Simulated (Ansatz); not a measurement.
# Field-gradient calculation, with input and output: Zr3N4 (part 2 of 2)

Zr3N4 (I-43d, 14 atoms in the cell); DFT, PBE, plane waves, PAW, no spin polarisation (Ansatz 0.2.0); cutoff 420 eV, 6×6×6 k-mesh, tetrahedron_uncorrected. The structure derives from an entry of the Crystallography Open Database.

Geometry of the input (Å; fractional positions):
```
-3.3700  3.3700  3.3700
3.3700  -3.3700  3.3700
3.3700  3.3700  -3.3700
Zr 0.2500  0.6250  0.3750
Zr 0.3750  0.2500  0.6250
Zr 0.7500  0.8750  0.1250
Zr 0.1250  0.7500  0.8750
Zr 0.6250  0.3750  0.2500
Zr 0.8750  0.1250  0.7500
N  0.1260  0.1260  0.1260
N  0.8740  0.5000  -0.0000
N  0.5000  -0.0000  0.3740
N  -0.0000  0.8740  0.5000
N  0.3740  0.5000  0.0000
N  0.6260  0.6260  0.6260
N  0.0000  0.3740  0.5000
N  0.5000  0.0000  0.8740
```

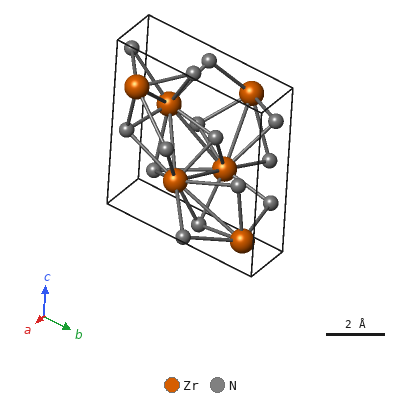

The structure (ball-and-stick view of the cell of the calculation, seen slightly off an axis).

Output, continued
```
  k-point 2: bands = ["-32.3217", "-32.2459", "-32.2216", "-32.2209", "-32.1735", "-32.1692", "-10.9842", "-10.9774", "-10.8386", "-10.8088", "-10.7268", "-10.6173", "-10.5302", "-10.4793", "-10.3769", "-10.3278", "-10.2840", "-10.1414", "-10.1300", "-10.1198", "-10.1083", "-10.0281", "-10.0050", "-9.9905", "1.6766", "2.2891", "2.9662", "3.0525", "3.2471", "3.2514", "3.4989", "3.5297", "10.3635", "10.7080", "11.1902", "11.3136", "11.3709", "11.9276", "12.0155", "12.0906", "12.4336", "12.5224", "12.8080", "13.2919", "13.4826", "13.5537", "13.6149", "13.8710", "14.1062", "14.1211", "14.1668", "14.2799", "14.9613", "15.0199", "15.3739", "15.7200", "18.0017", "18.1045", "18.3867", "18.6028", "18.8038", "19.1180", "19.5035", "19.9396", "20.3329", "20.5221", "20.5954", "20.8622", "21.0109", "21.1260"]
  k-point 15: bands = ["-32.2258", "-32.2258", "-32.2258", "-32.2258", "-32.2258", "-32.2258", "-10.7297", "-10.7297", "-10.7297", "-10.7297", "-10.7297", "-10.7297", "-10.6405", "-10.6405", "-10.1990", "-10.1990", "-10.1990", "-10.1990", "-10.1800", "-10.1800", "-10.1800", "-10.1800", "-10.1800", "-10.1800", "2.6793", "2.6793", "2.6793", "2.6793", "2.6793", "2.6793", "3.8262", "3.8262", "11.1744", "11.1744", "11.1744", "11.1744", "11.1744", "11.1744", "11.9943", "11.9943", "11.9943", "11.9943", "11.9943", "11.9943", "13.7239", "13.7239", "13.7239", "13.7239", "13.7239", "13.7239", "14.6143", "14.6143", "15.6731", "15.6731", "15.6731", "15.6731", "19.6319", "19.6319", "19.6319", "19.6319", "19.6319", "19.6319", "19.9627", "19.9627", "20.4275", "20.4275", "20.4275", "20.4275", "20.6691", "20.6691"]
--- Löwdin populations: 14 sites ---
  site symbol       q [e]
     0     Zr     10.9873
     1     Zr     10.9873
     2     Zr     10.9873
     3     Zr     10.9873
     4     Zr     10.9873
     5     Zr     10.9873
     6      N      5.7057
     7      N      5.7057
     8      N      5.7057
     9      N      5.7057
    10      N      5.7057
    11      N      5.7057
    12      N      5.7057
    13      N      5.7057
  spilling = 0.003844 (of n_electrons = 112.000000)
```

File populations.tsv
```
# site	symbol	l	j	q
# orbitals = lowdin
# n_electrons = 112.000000
# spilling = 0.003844
0	Zr	0_4S	-	1.926471
0	Zr	0_5S	-	0.448538
0	Zr	1_4P	-	5.975406
0	Zr	2_4D	-	2.636882
1	Zr	0_4S	-	1.926471
1	Zr	0_5S	-	0.448538
1	Zr	1_4P	-	5.975406
1	Zr	2_4D	-	2.636882
2	Zr	0_4S	-	1.926471
2	Zr	0_5S	-	0.448538
2	Zr	1_4P	-	5.975406
2	Zr	2_4D	-	2.636882
3	Zr	0_4S	-	1.926471
3	Zr	0_5S	-	0.448538
3	Zr	1_4P	-	5.975406
3	Zr	2_4D	-	2.636882
4	Zr	0_4S	-	1.926471
4	Zr	0_5S	-	0.448538
4	Zr	1_4P	-	5.975406
4	Zr	2_4D	-	2.636882
5	Zr	0_4S	-	1.926471
5	Zr	0_5S	-	0.448538
5	Zr	1_4P	-	5.975406
5	Zr	2_4D	-	2.636882
6	N	0_2S	-	1.528247
6	N	1_2P	-	4.177470
7	N	0_2S	-	1.528247
7	N	1_2P	-	4.177470
8	N	0_2S	-	1.528247
8	N	1_2P	-	4.177470
9	N	0_2S	-	1.528247
9	N	1_2P	-	4.177470
10	N	0_2S	-	1.528247
10	N	1_2P	-	4.177470
11	N	0_2S	-	1.528247
11	N	1_2P	-	4.177470
12	N	0_2S	-	1.528247
12	N	1_2P	-	4.177470
13	N	0_2S	-	1.528247
13	N	1_2P	-	4.177470
```

File rho_z.tsv
```
# z_ang	rho[e/angstrom^3]
# format = ansatz-planar-average/11
# lattice	-3.370000000	3.370000000	3.370000000
# lattice	3.370000000	-3.370000000	3.370000000
# lattice	3.370000000	3.370000000	-3.370000000
# sites	14
# site	40	2.527500000	-0.000000000	1.685000000
# site	40	1.685000000	2.527500000	0.000000000
# site	40	0.842500000	-0.000000000	5.055000000
# site	40	5.055000000	0.842500000	0.000000000
# site	40	-0.000000000	1.685000000	2.527500000
# site	40	0.000000000	5.055000000	0.842500000
# site	7	0.424620000	0.424620000	0.424620000
# site	7	-1.260380000	1.260380000	4.630380000
# site	7	-0.424620000	2.945380000	0.424620000
# site	7	4.630380000	-1.260380000	1.260380000
# site	7	0.424620000	-0.424620000	2.945380000
# site	7	2.109620000	2.109620000	2.109620000
# site	7	2.945380000	0.424620000	-0.424620000
# site	7	1.260380000	4.630380000	-1.260380000
0.000000	7.526664e-1
0.145925	7.552237e-1
0.291851	7.573250e-1
0.437776	7.512811e-1
0.583701	7.401562e-1
0.729626	7.337094e-1
0.875552	7.331667e-1
1.021477	7.282943e-1
1.167402	7.113788e-1
1.313328	6.894463e-1
1.459253	6.791898e-1
1.605178	6.894463e-1
1.751103	7.113788e-1
1.897029	7.282943e-1
2.042954	7.331667e-1
2.188879	7.337094e-1
2.334804	7.401562e-1
2.480730	7.512811e-1
2.626655	7.573250e-1
2.772580	7.552237e-1
2.918506	7.526664e-1
3.064431	7.552237e-1
3.210356	7.573250e-1
3.356281	7.512811e-1
3.502207	7.401562e-1
3.648132	7.337094e-1
3.794057	7.331667e-1
3.939983	7.282943e-1
4.085908	7.113788e-1
4.231833	6.894463e-1
4.377758	6.791898e-1
4.523684	6.894463e-1
4.669609	7.113788e-1
4.815534	7.282943e-1
4.961460	7.331667e-1
5.107385	7.337094e-1
5.253310	7.401562e-1
5.399235	7.512811e-1
5.545161	7.573250e-1
5.691086	7.552237e-1
```

File v_z.tsv
```
# z_ang	v_es[eV]	v_tot[eV]
# format = ansatz-planar-average/11
# xc	pbe
# density_cutoff_ev	1680
# datasets	Zr=:simpson_from_first_knot:soft	N=:simpson_from_first_knot:soft
# lattice	-3.370000000	3.370000000	3.370000000
# lattice	3.370000000	-3.370000000	3.370000000
# lattice	3.370000000	3.370000000	-3.370000000
# sites	14
# site	40	2.527500000	-0.000000000	1.685000000
# site	40	1.685000000	2.527500000	0.000000000
# site	40	0.842500000	-0.000000000	5.055000000
# site	40	5.055000000	0.842500000	0.000000000
# site	40	-0.000000000	1.685000000	2.527500000
# site	40	0.000000000	5.055000000	0.842500000
# site	7	0.424620000	0.424620000	0.424620000
# site	7	-1.260380000	1.260380000	4.630380000
# site	7	-0.424620000	2.945380000	0.424620000
# site	7	4.630380000	-1.260380000	1.260380000
# site	7	0.424620000	-0.424620000	2.945380000
# site	7	2.109620000	2.109620000	2.109620000
# site	7	2.945380000	0.424620000	-0.424620000
# site	7	1.260380000	4.630380000	-1.260380000
0.000000	6.250164e0	-6.724720e0
0.145925	6.204366e0	-6.746764e0
0.291851	6.097162e0	-6.793809e0
0.437776	6.001150e0	-6.813502e0
0.583701	5.929730e0	-6.800773e0
0.729626	5.859149e0	-6.773833e0
0.875552	5.769465e0	-6.754804e0
1.021477	5.691394e0	-6.735950e0
1.167402	5.753872e0	-6.607865e0
1.313328	5.899322e0	-6.425818e0
1.459253	5.961252e0	-6.351399e0
1.605178	5.899322e0	-6.425818e0
1.751103	5.753872e0	-6.607865e0
1.897029	5.691394e0	-6.735950e0
2.042954	5.769465e0	-6.754804e0
2.188879	5.859149e0	-6.773833e0
2.334804	5.929730e0	-6.800773e0
2.480730	6.001150e0	-6.813502e0
2.626655	6.097162e0	-6.793809e0
2.772580	6.204366e0	-6.746764e0
2.918506	6.250164e0	-6.724720e0
3.064431	6.204366e0	-6.746764e0
3.210356	6.097162e0	-6.793809e0
3.356281	6.001150e0	-6.813502e0
3.502207	5.929730e0	-6.800773e0
3.648132	5.859149e0	-6.773833e0
3.794057	5.769465e0	-6.754804e0
3.939983	5.691394e0	-6.735950e0
4.085908	5.753872e0	-6.607865e0
4.231833	5.899322e0	-6.425818e0
4.377758	5.961252e0	-6.351399e0
4.523684	5.899322e0	-6.425818e0
4.669609	5.753872e0	-6.607865e0
4.815534	5.691394e0	-6.735950e0
4.961460	5.769465e0	-6.754804e0
5.107385	5.859149e0	-6.773833e0
5.253310	5.929730e0	-6.800773e0
5.399235	6.001150e0	-6.813502e0
5.545161	6.097162e0	-6.793809e0
5.691086	6.204366e0	-6.746764e0
```

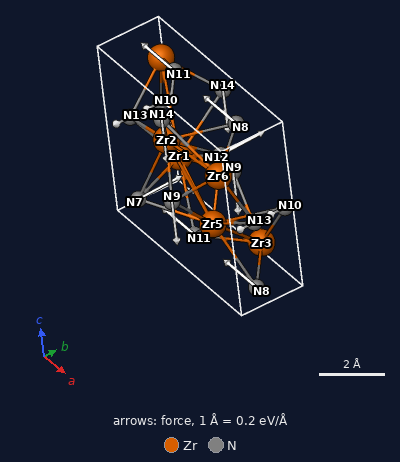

Forces on the atoms as white arrows (ball-and-stick view of the cell of the calculation, seen slightly off an axis; atoms are numbered from 1 in the order of the input). The largest act on all 8 N atoms (0.32 eV/Å). The geometry is not a stationary point of this energy.

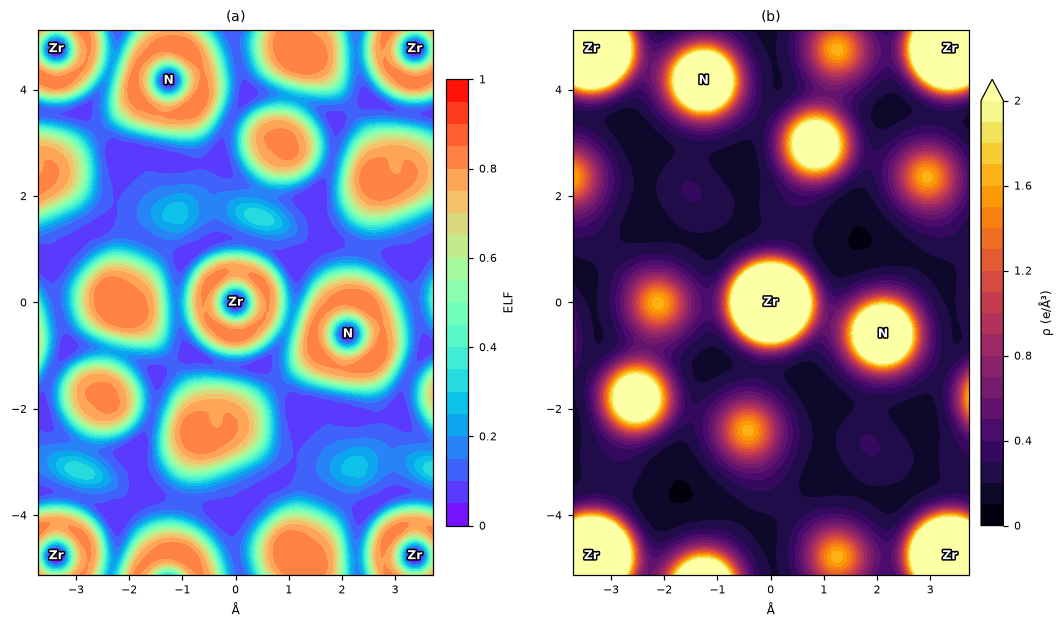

(a) electron localisation function; (b) valence electron density on the (101) plane of the conventional cell. Atoms in the plane: Zr and N. Zr–N (2.19 Å): ρ is about 0.6 e/Å³ halfway; the ELF peaks at about 0.80 in the valence shell of N, 0.7 Å from its nucleus, and drops to about 0.25 between the two atoms. Away from the nuclei the density in this plane falls to 0.09 e/Å³ at its lowest. The strong features right at Zr lie inside the PAW spheres (semicore, d or f shells) and say nothing about bonding. Core electrons are frozen (PAW), so the fields are smoothed inside the atomic spheres.

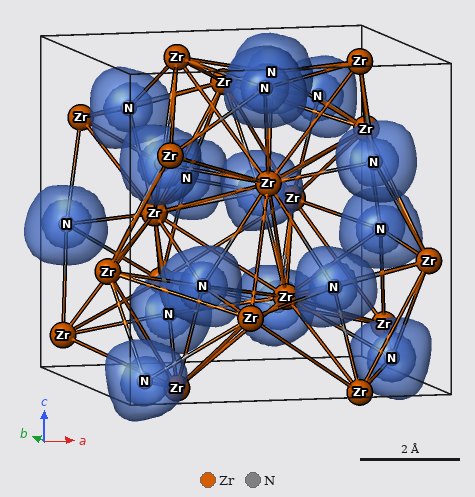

Isosurface of the ELF at 0.75 (blue), seen slightly off an axis. Only the valence region is drawn (cores and ρ < 0.01 e/Å³ removed). Sticks mark near contacts. The outline is the cell set on symmetry axes. Along the contacts the grid gives the following. Zr–N (2.19 Å): the ELF peaks at about 0.80 in the valence shell of N, 0.6 Å from its nucleus, and drops to about 0.25 between the two atoms. Zr–Zr (3.15 Å): the ELF is about 0.10 at the midpoint.
